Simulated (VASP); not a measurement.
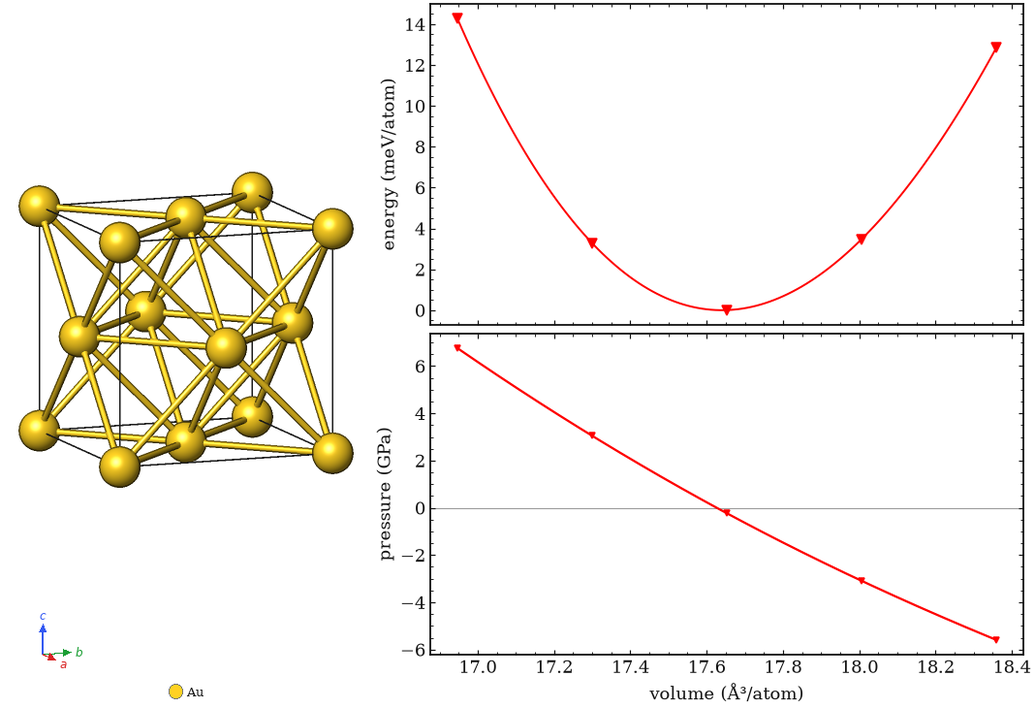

The plot gives the computed energy and pressure against volume for Au, space group Fm-3m (No. 225). The conventional cell is drawn beside the plot.

Cell as given: a = 2.923 Å, b = 2.923 Å, c = 2.923 Å, α = 60.00°, β = 60.00°, γ = 60.00°; 1 atom.

Method: plane-wave DFT, no spin polarisation; energies at scaled volumes of the given cell, shape and fractions fixed, counted from the fit's minimum, third-order Birch-Murnaghan fit (VASP 6.6.1). Level: r2SCAN.

- k mesh: 10×10×10
- occupations: Fermi–Dirac
- smearing width: 0.05 eV
- potentials: VASP PAW PBE potentials, recommended
- wave cutoff: 520 eV

Q: Give the fitted equation-of-state parameters.

A: A third-order Birch–Murnaghan fit gives V0 = 17.64 Å³/atom, B0 = 154 GPa and B′ = 5.7.

Q: Read off the course of the pressure.

A: It falls from 6.76 GPa at volume 16.95 Å³/atom to −5.59 GPa at 18.36 Å³/atom, and changes sign near 17.63 Å³/atom.

Limits of the calculation: spin-orbit coupling left out, heavy elements.
